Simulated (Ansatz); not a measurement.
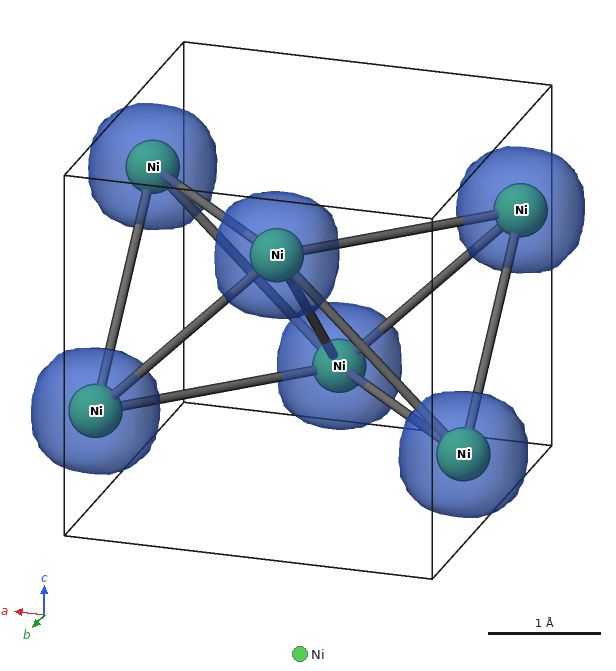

The picture shows: Ni. Isosurface of the spin density at +0.2 e/Å³ (blue), seen at an oblique angle. Sticks mark near contacts.

Space group Cmcm; not relaxed (largest force 0.4 eV/Å); spin-polarised.

Level of theory: DFT PBEsol, scalar-relativistic, plane waves, PAW in Ansatz.

The density is the valence pseudo-density of a PAW calculation; it isn't the true density close to the nuclei.

> Which atoms carry the moments, and with what signs?

The spin density sits on Ni: +0.7 μB (×4) in one cell of 4 atoms: parallel main moments (a ferromagnetic arrangement) in this solution. The cell of the calculation (2 atoms) carries 1.2 μB of net spin moment.
